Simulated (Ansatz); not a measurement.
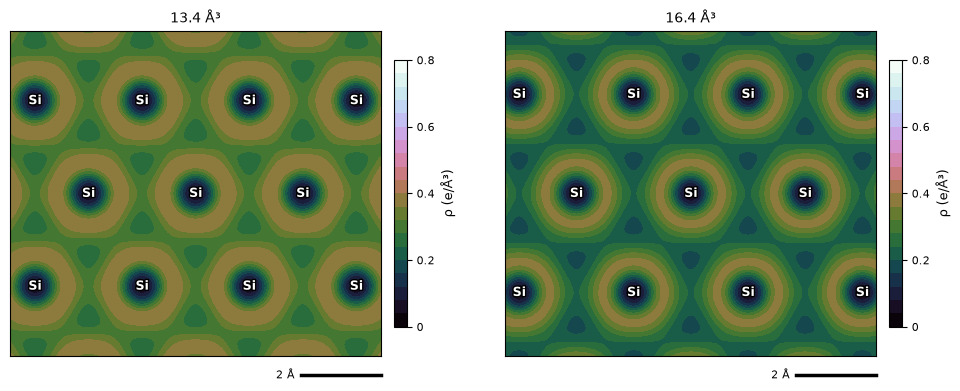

Si. The valence charge density (pseudo) of cells scaled evenly to different volumes (given per atom above each panel), on the (010) plane of each (indices in the axes of the cell below), at one length scale and on one colour scale.

A generated structure, not necessarily the stable one.

All numbers below come from Ansatz 0.2.0, DFT, RPBE, plane waves (420 eV) with PAW, scalar-relativistic.

The density is the valence pseudo-density of a PAW calculation; it isn't the true density close to the nuclei.

The largest cell:

```xyz
1
Lattice="0.0000 2.0155 2.0155 2.0155 0.0000 2.0155 2.0155 2.0155 0.0000" Properties=species:S:1:pos:R:3 pbc="T T T"
Si    0.0000    0.0000    0.0000
```

| volume (Å³/atom) | Si–Si contact in the plane (Å) | ρ at its midpoint (e/Å³) | pressure (GPa) | 
| --- | --- | --- | --- |
| 13.45 | 2.669 | 0.310 | 8.6 | 
| 14.62 | 2.745 | ? | ? | 
| 16.37 | 2.850 | 0.237 | −7.1 | 

Estimate the missing row, and compare with the calculation.

Answer. Over the known rows ln ρ falls by 1.48 per Å of Si–Si distance (the line through the two), which gives 0.277 e/Å³ at 2.745 Å; the calculation gives 0.277 e/Å³. For the pressure, a straight line in volume between the neighbouring rows gives 2.3 GPa; the calculation gives 0.2, lower because pressure rises ever faster on compression.
